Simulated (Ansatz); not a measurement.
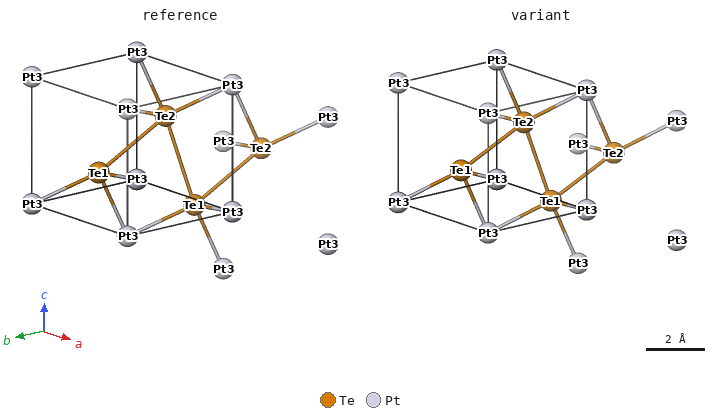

Left: solid Te$_{2}$Pt (set up in P-3m1). Right: the same structure after one change, at the same scale. A ball-and-stick model of the cell of the calculation, repeated 2 × 1 × 1 with one cell outlined, seen from a free direction.

Level of theory: DFT PBE+D3(BJ), scalar-relativistic, plane waves, PAW in Ansatz. Set-up: plane-wave cutoff 420 eV; k-point mesh 12 × 12 × 8; occupations gaussian; smearing width 0.1 eV; no spin polarisation.

Q: What was changed?

A: Equal strain along all axes, −6.0 %, is applied. The cell is then held and the atoms relaxed.

Q: How do the computed properties respond?

A: The volume changes by −16.9 %, with a = b 4.053 → 3.810 Å (−6.0 %), c 5.091 → 4.786 Å (−6.0 %). The largest moves relative to the cell, 0.10 Å, are those of Te1 and Te2. Te1 goes along +c. Pt stays in place. Among the bonded contacts that change: Te–Te 3.332 → 2.988 Å, Pt–Te 2.706 → 2.598 Å. The space group stays P-3m1 (No. 164). Energy change: +256 meV per atom. The pressure goes from 0.0 to 24.6 GPa. The principal stresses (compression positive) are 21.0 GPa along c and 26.4 GPa across it. Both are metals.
